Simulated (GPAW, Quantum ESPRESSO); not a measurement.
# B K-edge XANES of BN (P6_3/mmc)

Do two independent programs agree on the B K edge of BN (P6_3/mmc)? The same cell and functional are run with XSpectra and with GPAW.

Calculated with Quantum ESPRESSO 7.5; core-hole supercells, plane-wave PAW PBE (first program; GPAW 26.7.0 follows as the second).

An experiment to compare with: “Outstanding Thermal Conductivity of Single Atomic Layer Isotope-Modified Boron Nitride” (2020, arxiv:2008.00443). The in-plane thermal conductivity of suspended one- to three-layer hexagonal boron nitride enriched in boron-10 or boron-11 was measured near room temperature by the optothermal Raman technique. Raman, X-ray absorption and electron diffraction were used to characterise the exfoliated sheets and their parent crystals. It reports B K-edge features by NEXAFS at 55 deg incidence on isotopically pure and natural BN, same position in all; the values are set beside the results at the end.

Report form: the programs' logs are mostly left out.

The database entry behind the starting cell differs from later determinations by our own check (about 0.3 % short, minor phase), so it need not match the best structure at ambient conditions.

## Step 1: The starting structure

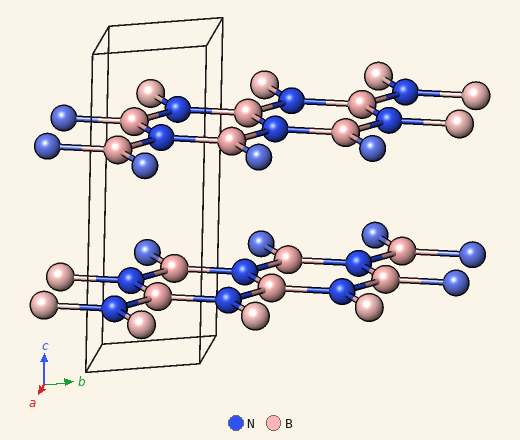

The starting structure, seen slightly off an axis (nitrogen blue, boron pink). 2×3×1 cells are drawn. Some periodic images of atoms are drawn too.

## Step 2: Ground state of the crystal (Quantum ESPRESSO)

The ground state comes first: it tells whether the system has a gap, which decides how the excited electron is treated.

Contents of scf.in:

```
&control
   calculation='scf', prefix='x', pseudo_dir='../pp', outdir='tmp', tprnfor=.true.
/
&system
   ibrav=0, nat=4, ntyp=3, nbnd=12
   ecutwfc=56, ecutrho=360
   occupations='smearing', smearing='mv', degauss=0.015
/
&electrons
   conv_thr=4.0e-08, electron_maxstep=120
   mixing_beta=0.5
/
ATOMIC_SPECIES
N 1.0 N.pbe-n-kjpaw.UPF
B3 1.0 B.pbe-n-kjpaw.UPF
B 1.0 B.pbe-n-kjpaw.UPF
CELL_PARAMETERS angstrom
  2.49824000 0.00000000 0.00000000
  -1.24912000 2.16353930 0.00000000
  0.00000000 0.00000000 6.63570000
ATOMIC_POSITIONS crystal
N    0.66666667 0.33333333 0.25000000
N    0.33333333 0.66666667 0.75000000
B3   0.66666667 0.33333333 0.75000000
B    0.33333333 0.66666667 0.25000000
K_POINTS automatic
12 12 4 0 0 0
```

Contents of N.pbe-n-kjpaw.ld1.in:

```
&input
   title='N', zed=7., rel=1, iswitch=3, dft='PBE',
   config='[He] 2s2 2p3'
/
&inputp
   file_pseudopw='N.pbe-n-kjpaw.UPF', author='',
   lpaw=.true.,
   pseudotype=3,
   lloc=-1,
   rcloc=1.2,
   which_augfun='PSQ',
   rmatch_augfun_nc=.true.,
   nlcc=.true.,
   new_core_ps=.true.,
   rcore=0.7,
   tm=.true.,
   lgipaw_reconstruction=.true., use_paw_as_gipaw=.true.
/
4
2S  1  0  2.00  0.00  1.00  1.30  0.0
2S  1  0  0.00  2.00  1.00  1.30  0.0
2P  2  1  3.00  0.00  0.90  1.35  0.0
2P  2  1  0.00  0.05  0.90  1.35  0.0
```

Contents of B.pbe-n-kjpaw.ld1.in:

```
&input
   title='B', zed=5., rel=1, iswitch=3, dft='PBE',
   config='[He] 2s2 2p1'
/
&inputp
   file_pseudopw='B.pbe-n-kjpaw.UPF', author='',
   lpaw=.true.,
   pseudotype=3,
   lloc=-1,
   rcloc=1.2,
   which_augfun='PSQ',
   rmatch_augfun_nc=.true.,
   nlcc=.true.,
   new_core_ps=.true.,
   rcore=0.9,
   tm=.true.,
   lgipaw_reconstruction=.true., use_paw_as_gipaw=.true.
/
4
2S  1  0  2.00  0.00  1.00  1.20  0.0
2S  1  0  0.00  3.00  1.00  1.20  0.0
2P  2  1  1.00  0.00  1.00  1.40  0.0
2P  2  1  0.00  1.50  1.00  1.40  0.0
```

Command:

```bash
$ OMP_NUM_THREADS=1 mpirun --oversubscribe --bind-to none -np 4 pw.x -nk 4 -in scf.in > scf.out
```

It took 5.7 s on 4 MPI ranks of Arm Neoverse V1, shared host; peak memory 0.07 GiB.

Absorbing atoms carry a label of their own (element plus a letter or digit), as the spectrum program needs them as separate species.

The mesh shows a gap of 4.30 eV, so the hole is first treated in a charged cell, without the excited electron.

## Step 3: Spectrum without a core hole, B atom 3 (Quantum ESPRESSO)

Without a hole the spectrum is the empty density of states of the right symmetry on the absorber, weighted by matrix elements. It needs only the small cell and serves as the baseline.

The absorber has 3 N at 1.44 Å (trigonal planar, site symmetry -6m2).

Contents of xspectra.in:

```
&input_xspectra
   calculation='xanes_dipole', edge='K'
   prefix='x', outdir='tmp', xiabs=2, xe0=6.9302
   xonly_plot=.false., x_save_file='xanes.sav'
   xniter=3000, xcheck_conv=20, xerror=0.005
   xcoordcrys=.false., xepsilon(1)=1, xepsilon(2)=0, xepsilon(3)=0
/
&plot
   xnepoint=413, xemin=-10, xemax=45, terminator=.true., cut_occ_states=.true.
   xgamma=0.4
/
&pseudos
   filecore='../B.wfc'
/
&cut_occ
   cut_desmooth=0.1, cut_stepl=0.05, cut_stepu=0.05, cut_ierror=1e-5
/
10 10 4 0 0 0
```

Command:

```bash
$ OMP_NUM_THREADS=1 mpirun --oversubscribe --bind-to none -np 4 xspectra.x -nk 4 -in xspectra.in > xspectra.out
```

Wall time 43 s (4 MPI ranks); peak memory 0.08 GiB; 2.9 min of CPU time.

The B K spectrum, B atom 3, no core hole (energy from the lowest empty level; intensity scaled to a mean of 1 over the first 20 eV; the points at xe0, where the cut of filled states can leave a spike, are interpolated; polarised curves are means over the symmetry-equivalent atoms):

| E (eV) | isotropic | ε ⊥ c | ε ∥ c |
| --- | --- | --- | --- |
| -2.0 | 0.06 | 0.02 | 0.15 |
| -0.5 | 0.21 | 0.02 | 0.60 |
| 1.0 | 1.12 | 0.03 | 3.31 |
| 2.5 | 0.67 | 0.05 | 1.91 |
| 4.0 | 0.39 | 0.10 | 0.97 |
| 5.5 | 0.52 | 0.34 | 0.86 |
| 7.0 | 1.35 | 1.47 | 1.09 |
| 8.5 | 1.41 | 1.45 | 1.33 |
| 10.0 | 0.91 | 0.91 | 0.91 |
| 11.5 | 1.27 | 1.15 | 1.51 |
| 13.0 | 1.16 | 1.39 | 0.69 |
| 14.5 | 1.03 | 1.16 | 0.76 |
| 16.0 | 1.36 | 1.72 | 0.65 |
| 17.5 | 1.07 | 1.36 | 0.50 |
| 19.0 | 0.63 | 0.65 | 0.59 |
| 20.5 | 0.73 | 0.82 | 0.56 |
| 22.0 | 1.32 | 1.71 | 0.54 |
| 23.5 | 2.47 | 3.35 | 0.71 |
| 25.0 | 1.62 | 2.14 | 0.57 |
| 26.5 | 0.89 | 1.09 | 0.49 |
| 28.0 | 0.53 | 0.35 | 0.91 |
| 29.5 | 0.63 | 0.35 | 1.18 |
| 31.0 | 0.74 | 0.32 | 1.56 |

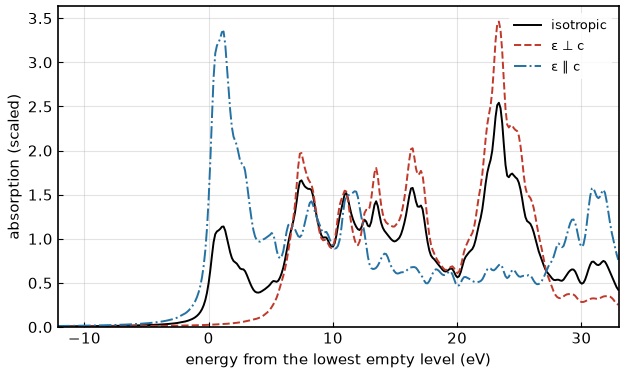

The B K edge, B atom 3, no core hole: main maxima at 7.5, 16.4 and 23.4 eV.

Main maxima below 24 eV (height): 1.2 eV (1.14), 7.5 eV (1.66), 11.1 eV (1.52), 12.5 eV (1.22), 13.5 eV (1.43), 16.4 eV (1.58) and 23.4 eV (2.54). A K edge sees empty p states; at this planar three-fold site the curve for the electric vector normal to the plane peaks at 1.2 eV, where it is mainly π* that absorbs: that direction carries over 70 % of the weight there.

## Step 4: Another broadening

The final state's lifetime shortens with energy, so measured features broaden above the edge; the saved Lanczos coefficients are redrawn with a width that grows.

Contents of xspectra_plot.in:

```
&input_xspectra
   calculation='xanes_dipole', edge='K'
   prefix='x', outdir='tmp', xiabs=2, xe0=6.9302
   xonly_plot=.true., x_save_file='xanes.sav'
   xniter=3000, xcheck_conv=20, xerror=0.005
   xcoordcrys=.false., xepsilon(1)=1, xepsilon(2)=0, xepsilon(3)=0
/
&plot
   xnepoint=413, xemin=-10, xemax=45, terminator=.true., cut_occ_states=.true.
   gamma_mode='variable', gamma_energy(1)=4, gamma_energy(2)=25, gamma_value(1)=0.3, gamma_value(2)=2.5
/
&pseudos
   filecore='../B.wfc'
/
&cut_occ
   cut_desmooth=0.1, cut_stepl=0.05, cut_stepu=0.05, cut_ierror=1e-5
/
10 10 4 0 0 0
```

Command:

```bash
$ OMP_NUM_THREADS=1 xspectra.x -in xspectra_plot.in > xspectra_plot.out
```

The job ended after 7.6 s (1 MPI rank; peak memory 0.05 GiB).

With a Lorentzian half width 0.3 eV up to 4 eV, rising linearly to 2.5 eV at 25 eV (counted from xe0, 2.2 eV below the zero used here), the maxima are 0.5 eV (1.21), 1.2 eV (1.28), 7.7 eV (1.37), 11.1 eV (1.20) and 23.5 eV (1.30).

## Step 5: Reference energy of the supercell (Quantum ESPRESSO)

The photon energy needs a difference of total energies, so the cell and mesh of the coming hole run are first run without a hole.

Contents of scf.in:

```
&control
   calculation='scf', prefix='x', pseudo_dir='../pp', outdir='tmp', tprnfor=.true.
/
&system
   ibrav=0, nat=28, ntyp=2, nbnd=60
   ecutwfc=56, ecutrho=360
   occupations='fixed'
/
&electrons
   conv_thr=2.8e-07, electron_maxstep=120
   mixing_beta=0.5
/
ATOMIC_SPECIES
N 1.0 N.pbe-n-kjpaw.UPF
B 1.0 B.pbe-n-kjpaw.UPF
CELL_PARAMETERS angstrom
  6.24560000 2.16353930 0.00000000
  -4.99648000 4.32707861 0.00000000
  0.00000000 0.00000000 6.63570000
ATOMIC_POSITIONS crystal
N    0.23809524 0.04761905 0.25000000
N    0.38095238 0.47619048 0.25000000
N    0.52380952 0.90476190 0.25000000
N    0.66666667 0.33333333 0.25000000
N    0.80952381 0.76190476 0.25000000
N    0.95238095 0.19047619 0.25000000
N    0.09523810 0.61904762 0.25000000
N    0.19047619 0.23809524 0.75000000
[... 16 atom lines left out ...]
B    0.61904762 0.52380952 0.25000000
B    0.76190476 0.95238095 0.25000000
B    0.90476190 0.38095238 0.25000000
B    0.04761905 0.80952381 0.25000000
K_POINTS automatic
3 3 3 0 0 0
```

Command:

```bash
$ OMP_NUM_THREADS=1 mpirun --oversubscribe --bind-to none -np 4 pw.x -nk 4 -in scf.in > scf.out
```

Elapsed: 48 s, on 4 MPI ranks; peak memory 0.27 GiB.

Reference energy: -30362.600 eV with the cores included.

## Step 6: The atom with a core hole (Quantum ESPRESSO)

The final state has one core electron fewer, so a PAW data set is made for an atom with that hole.

Contents of B.pbe-n-kjpaw-1sch.ld1.in:

```
&input
   title='B', zed=5., rel=1, iswitch=3, dft='PBE',
   config='1s1 2s2 2p1'
/
&inputp
   file_pseudopw='B.pbe-n-kjpaw-1sch.UPF', author='',
   lpaw=.true.,
   pseudotype=3,
   lloc=-1,
   rcloc=1.2,
   which_augfun='PSQ',
   rmatch_augfun_nc=.true.,
   nlcc=.true.,
   new_core_ps=.true.,
   rcore=0.9,
   tm=.true.,
   zval=4,
   lgipaw_reconstruction=.true., use_paw_as_gipaw=.true.
/
4
2S  1  0  2.00  0.00  1.00  1.20  0.0
2S  1  0  0.00  3.00  1.00  1.20  0.0
2P  2  1  1.00  0.00  1.00  1.40  0.0
2P  2  1  0.00  1.50  1.00  1.40  0.0
```

Command:

```bash
$ ld1.x < B.pbe-n-kjpaw-1sch.ld1.in > B.pbe-n-kjpaw-1sch.ld1.out
```

Wall time 0.67 s (1 MPI rank); peak memory 0.12 GiB.

## Step 7: Supercell with FCH, B atom 3 (Quantum ESPRESSO)

The holes are 6.6 Å apart. The excited electron is left out and a uniform background balances the charge.

Changes to scf.in since step 5:

```diff
@@ -4,5 +4,6 @@
 &system
-   ibrav=0, nat=28, ntyp=2, nbnd=60
+   ibrav=0, nat=28, ntyp=3, nbnd=60
    ecutwfc=56, ecutrho=360
    occupations='fixed'
+   tot_charge=1
 /
@@ -14,2 +15,3 @@
 N 1.0 N.pbe-n-kjpaw.UPF
+B0 1.0 B.pbe-n-kjpaw-1sch.UPF
 B 1.0 B.pbe-n-kjpaw.UPF
@@ -34,3 +36,3 @@
 N    0.04761905 0.80952381 0.75000000
-B    0.23809524 0.04761905 0.75000000
+B0   0.23809524 0.04761905 0.75000000
 B    0.38095238 0.47619048 0.75000000
```

Command:

```bash
$ OMP_NUM_THREADS=1 mpirun --oversubscribe --bind-to none -np 4 pw.x -nk 4 -in scf.in > scf.out
```

Run time: 64 s. Hardware: 4 MPI ranks; peak memory 0.29 GiB.

Energy with the hole: -30174.281 eV, cores included.

## Step 8: Spectrum with FCH, B atom 3 (Quantum ESPRESSO)

The Lanczos recursion gives the spectrum without computing empty bands; each polarisation needs a run of its own on the full k mesh. xe0 is set between filled and empty states, and states below it are cut. The file of filecore holds the core orbital, taken from the hole-free data set.

Changes to xspectra.in since step 3:

```diff
@@ -2,3 +2,3 @@
    calculation='xanes_dipole', edge='K'
-   prefix='x', outdir='tmp', xiabs=2, xe0=6.9302
+   prefix='x', outdir='tmp', xiabs=2, xe0=6.2103
    xonly_plot=.false., x_save_file='xanes.sav'
@@ -17,2 +17,2 @@
 /
-10 10 4 0 0 0
+4 4 4 0 0 0
```

xspectra_1.in, as its differences from xspectra.in of step 8:

```diff
@@ -5,3 +5,3 @@
    xniter=3000, xcheck_conv=20, xerror=0.005
-   xcoordcrys=.false., xepsilon(1)=1, xepsilon(2)=0, xepsilon(3)=0
+   xcoordcrys=.false., xepsilon(1)=0, xepsilon(2)=0, xepsilon(3)=1
 /
```

Command:

```bash
$ OMP_NUM_THREADS=1 mpirun --oversubscribe --bind-to none -np 4 xspectra.x -nk 4 -in xspectra.in > xspectra.out
```

Elapsed: 4.4 min, on 4 MPI ranks; peak memory 0.24 GiB; 17 min of CPU time.

The B K spectrum, B atom 3, full core hole (charged cell) (energy from the lowest empty level; intensity scaled to a mean of 1 over the first 20 eV; the points at xe0, where the cut of filled states can leave a spike, are interpolated; polarised curves are means over the symmetry-equivalent atoms):

| E (eV) | isotropic | ε ⊥ c | ε ∥ c |
| --- | --- | --- | --- |
| -2.0 | 0.13 | 0.02 | 0.33 |
| -0.5 | 0.90 | 0.03 | 2.62 |
| 1.0 | 0.95 | 0.05 | 2.76 |
| 2.5 | 0.24 | 0.09 | 0.55 |
| 4.0 | 0.36 | 0.20 | 0.67 |
| 5.5 | 0.78 | 0.90 | 0.55 |
| 7.0 | 3.72 | 5.37 | 0.42 |
| 8.5 | 1.27 | 1.52 | 0.76 |
| 10.0 | 0.97 | 1.07 | 0.77 |
| 11.5 | 0.94 | 1.06 | 0.69 |
| 13.0 | 1.03 | 1.23 | 0.64 |
| 14.5 | 0.89 | 1.06 | 0.54 |
| 16.0 | 0.82 | 0.99 | 0.47 |
| 17.5 | 0.75 | 0.96 | 0.35 |
| 19.0 | 0.45 | 0.44 | 0.45 |
| 20.5 | 0.50 | 0.53 | 0.45 |
| 22.0 | 0.95 | 1.26 | 0.33 |
| 23.5 | 1.22 | 1.59 | 0.48 |
| 25.0 | 0.54 | 0.53 | 0.58 |
| 26.5 | 0.44 | 0.43 | 0.47 |
| 28.0 | 0.34 | 0.21 | 0.61 |
| 29.5 | 0.33 | 0.13 | 0.73 |
| 31.0 | 0.45 | 0.14 | 1.06 |

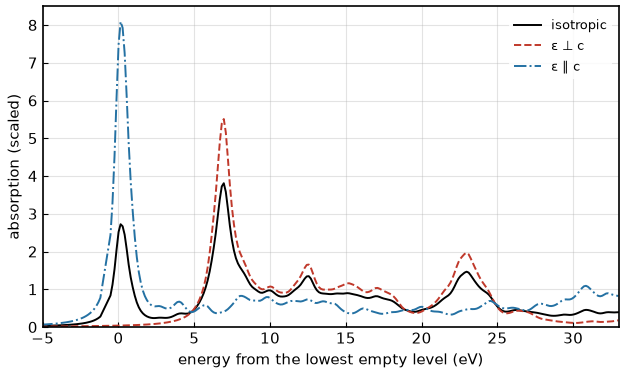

The B K edge, B atom 3, full core hole (charged cell): main maxima at 0.1, 6.9 and 23.0 eV.

Main maxima below 24 eV (height): 0.1 eV (2.72), 6.9 eV (3.81), 12.6 eV (1.35) and 23.0 eV (1.47). A K edge sees empty p states; at this planar three-fold site the curve for the electric vector normal to the plane peaks at 0.1 eV, where it is mainly π* that absorbs: that direction carries over 70 % of the weight there.

The hole costs E(hole) − E(ground) = 188.32 eV, and the lowest empty level of the hole cell lies at 7.02 eV, which puts the zero at 195.34 eV. One term is added: -5.59 eV, since the hole is spin-paired here and a spin-polarised one costs that much less in the free atom (computed apart). The photon energy is then 189.75 eV. The functional and the charged cell's background leave an error of a few eV in such absolute values.

## Step 9: Another broadening

Changes to xspectra_plot.in since step 4:

```diff
@@ -2,3 +2,3 @@
    calculation='xanes_dipole', edge='K'
-   prefix='x', outdir='tmp', xiabs=2, xe0=6.9302
+   prefix='x', outdir='tmp', xiabs=2, xe0=6.2103
    xonly_plot=.true., x_save_file='xanes.sav'
@@ -17,2 +17,2 @@
 /
-10 10 4 0 0 0
+4 4 4 0 0 0
```

Command:

```bash
$ OMP_NUM_THREADS=1 xspectra.x -in xspectra_plot.in > xspectra_plot.out
```

Elapsed: 2.5 s, on 1 MPI rank; peak memory 0.04 GiB.

With a Lorentzian half width 0.3 eV up to 4 eV, rising linearly to 2.5 eV at 25 eV (counted from xe0, 0.8 eV below the zero used here), the maxima are 0.1 eV (3.31), 6.9 eV (2.78), 12.3 eV (1.03) and 22.7 eV (0.80).

## Step 10: Supercell with XCH, B atom 3 (Quantum ESPRESSO)

The holes are 6.6 Å apart. The excited electron is kept in the cell, where it fills the lowest empty states and screens the hole.

Changed against the first core-hole run: core hole to XCH.

Changes to scf.in since step 7:

```diff
@@ -4,6 +4,5 @@
 &system
-   ibrav=0, nat=28, ntyp=3, nbnd=60
+   ibrav=0, nat=28, ntyp=3, nbnd=70
    ecutwfc=56, ecutrho=360
-   occupations='fixed'
-   tot_charge=1
+   occupations='smearing', smearing='gaussian', degauss=0.003
 /
```

Command:

```bash
$ OMP_NUM_THREADS=1 mpirun --oversubscribe --bind-to none -np 4 pw.x -nk 4 -in scf.in > scf.out
```

The job ended after 71 s (4 MPI ranks; peak memory 0.3 GiB).

Energy with the hole: -30166.622 eV, cores included.

## Step 11: Excitation energy, B atom 3 (Quantum ESPRESSO)

With the excited electron kept in the cell the system stays neutral, and the energy difference is an excitation energy by itself. In a small cell that electron takes up a good share of the lowest empty band, or all of one, which shifts the value from the true onset.

The total-energy difference is 195.98 eV. With the free-atom term of -5.59 eV for this edge, the photon energy is 190.39 eV.

## Step 12: Ground state of the crystal (GPAW)

The second program starts from its own ground state, on the same cell and functional.

Contents of scf.py:

```python
import numpy as np
from ase import Atoms
from ase.parallel import parprint, paropen
from gpaw import GPAW, PW, FermiDirac, Mixer, MixerDif, setup_paths
from gpaw.test import gen
setup_paths.insert(0, '.')
gen('B', name='nch1s', xcname='PBE', corehole=(1, 0, 0), write_xml=True)
from gpaw.mpi import world
world.barrier()

atoms = Atoms('N2B2',
    cell=[[2.49824, 0, 0],
     [-1.24912, 2.1635393, 0],
     [0, 0, 6.6357]],
    scaled_positions=[[0.66666667, 0.33333333, 0.25],
     [0.33333333, 0.66666667, 0.75],
     [0.66666667, 0.33333333, 0.75],
     [0.33333333, 0.66666667, 0.25]],
    pbc=True)
atoms.calc = calc = GPAW(legacy_gpaw=True, mode=PW(500, force_complex_dtype=True), xc='PBE', setups={2: 'nch1s'},
    kpts={'size': (11, 11, 4), 'gamma': True}, occupations=FermiDirac(0.05),
    charge=0, mixer=Mixer(0.1, 5, 50), maxiter=150,
    convergence={'density': 0.0001, 'eigenstates': 1e-6}, txt='scf.txt')
energy = atoms.get_potential_energy() + calc.get_reference_energy()
ef = calc.get_fermi_level()
out = dict(energy=energy, fermi=ef, forces=atoms.get_forces().tolist())
parprint(f'all-electron energy {energy:.4f} eV, Fermi level {ef:.4f} eV')
ev = np.array([[calc.get_eigenvalues(k, s) for k in range(len(calc.get_ibz_k_points()))] for s in range(calc.get_number_of_spins())])
out['homo'], out['lumo'], out['counts'] = ev[ev < ef].max(), ev[ev > ef].min(), sorted(set((ev < ef).sum((0, 2)).tolist()))
out['filled'] = (ev[:, 0] < ef).sum(1).tolist()
import json
with paropen('out.json', 'w') as f:
    json.dump(out, f)
```

Command:

```bash
$ OMP_NUM_THREADS=1 mpirun -n 4 gpaw python scf.py
```

Elapsed: 9.9 s, on 4 MPI ranks; peak memory 0.18 GiB.

The mesh shows a gap of 4.32 eV, so the hole is first treated in a charged cell, without the excited electron.

(Part 1 of 3 ends here.)

[Logs are printed without paths, hosts, clocks, repeated set-up lines and the standing remarks that a program may print on its own settings, such as how far it seeks lower states.]

[Hosts, paths, dates, database ids (printed as entryN), source tags and the programs' standing remarks are cut or masked in the printed files.]

[Lists of maxima count a maximum above −3 eV only where it reaches 4 % of the highest in the window and stands out from its surroundings by 2 % of it (1.5 % where it reaches 55 %); shoulders and weaker maxima are passed over, and of the rest the first, up to two pre-edge ones and the few strongest are named.]
